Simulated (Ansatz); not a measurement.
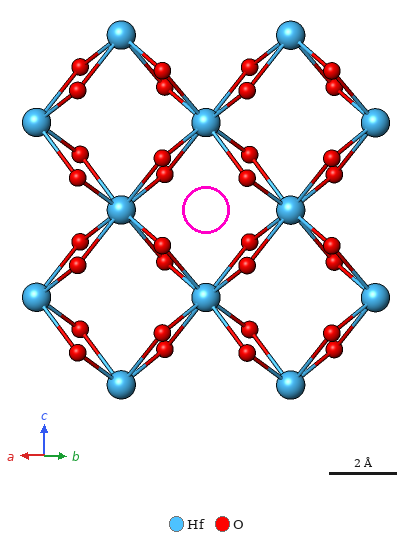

Perfect HfO2. The picture is a ball-and-stick view of the atoms within 6.0 Å of one point, in a slice 4.2 Å thick across the line of sight, seen from a free direction.

All numbers below come from DFT PBE, scalar-relativistic, plane waves, PAW in Ansatz. Set-up: plane-wave cutoff 420 eV; k-point mesh 2 × 2 × 2; occupations gaussian; smearing width 0.01 eV; mesh shifted by (0.5, 0.5, 0.5); collinear spin. The cell is small and the k-mesh coarse, so the numbers are rough. The axes drawn are those of the host's conventional cell.

An extra hydrogen atom is put between the host's atoms (an interstitial) at the ringed place, in charge state 0. The supercell has 48 sites, and the atoms are relaxed at the host's cell.

Question: How do the neighbours respond?

Answer: The H atom starts with 8 O at 2.07 to 2.42 Å around its place and ends with 8 O at 2.26 to 2.35 Å, 4 Hf at 2.48 Å. Of the host's atoms, an oxygen atom moves furthest from its site, by 0.21 Å. The cell's net moment is 1.00 μB. Relaxing the atoms from the host's sites lowers the energy by 0.25 eV. At a tolerance of 0.02 Å the relaxed supercell has space group I-42m.

The relaxed defect, seen from the same direction:

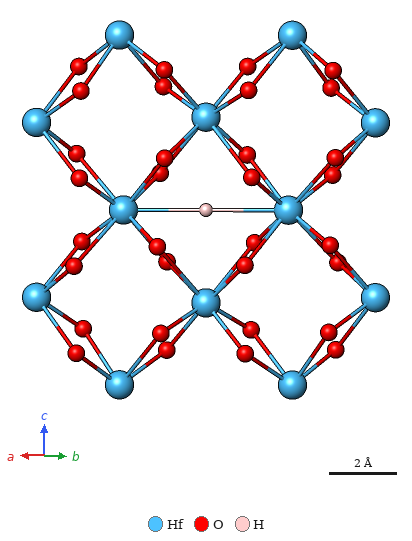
